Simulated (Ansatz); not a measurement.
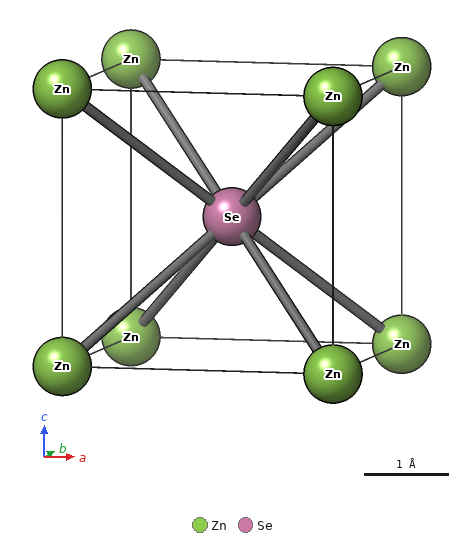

Figure 1. The input geometry (ball-and-stick view of the cell of the calculation, seen slightly off an axis). Near neighbours in the crystal (not all of them lie inside the picture): Zn has 8 Se at 2.88 Å; Se has 8 Zn at 2.88 Å.

Run report: ZnSe, single-point calculation

The run: single-point calculation of ZnSe (2 atoms in the cell). Method and program: DFT, HSE06, dispersion rvv10, plane waves, PAW (Ansatz 0.2.0).

The structure was built on a prototype by a generator. The geometry comes from this level: r2SCAN. It belongs to a series of runs on one base structure; here: hamiltonian.dispersion = rvv10.

Input file
```yaml
crystal:
  lattice:
    - [3.3251530459, 0.0, 0.0]
    - [0.0, 3.3251530459, 0.0]
    - [0.0, 0.0, 3.3251530459]
  atoms:
    - { symbol: Zn, position: [0.0, 0.0, 0.0] }
    - { symbol: Se, position: [0.5, 0.5, 0.5] }
kpoints:
  mp_grid: { grid: [4, 4, 4] }
hamiltonian:
  xc: hse06
  dispersion: rvv10
scf:
  occupations: { method: fermi_dirac, width: 0.02 }
  n_extra_bands: 4
output:
  forces: true
  stress: true
  eigenvalues: true
```

Run on 4 CPU threads, shared host.

Run as:
```bash
ansatz run input.yaml --threads 4 --pin off --max-ram 3686MiB --backend cpu --events-out ev --progress --plain --runs-dir out
```

Output
```
Error: inconsistent input (hamiltonian.dispersion, hamiltonian.xc): `dispersion: rvv10` has no transferable b for PBE exchange — Sabatini et al. (2013) fitted b=6.3 to rPW86, and the PBE refits of Peng & Perdew (2017) are task-dependent (b=6.6 S22 / b=10.0 layered). Use `xc: {exchange: rpw86, correlation: pbe}` for the original rVV10 or `xc: r2scan` for the r²SCAN+rVV10 pairing
```

What the run reported

- outcome: refused by the program
- space group (tolerance 0.01 Å): Pm-3m (221)

What went wrong

Settings chosen away from the usual ones: hamiltonian.dispersion = rvv10. The program refused the input: “inconsistent input (hamiltonian.dispersion, hamiltonian.xc): `dispersion: rvv10` has no transferable b for PBE exchange — Sabatini et al. (2013) fitted b=6.3 to rPW86, and the PBE refits of Peng & Perdew (2017) are task-dependent (b=6.6 S22 / b=10.0 layered) …”
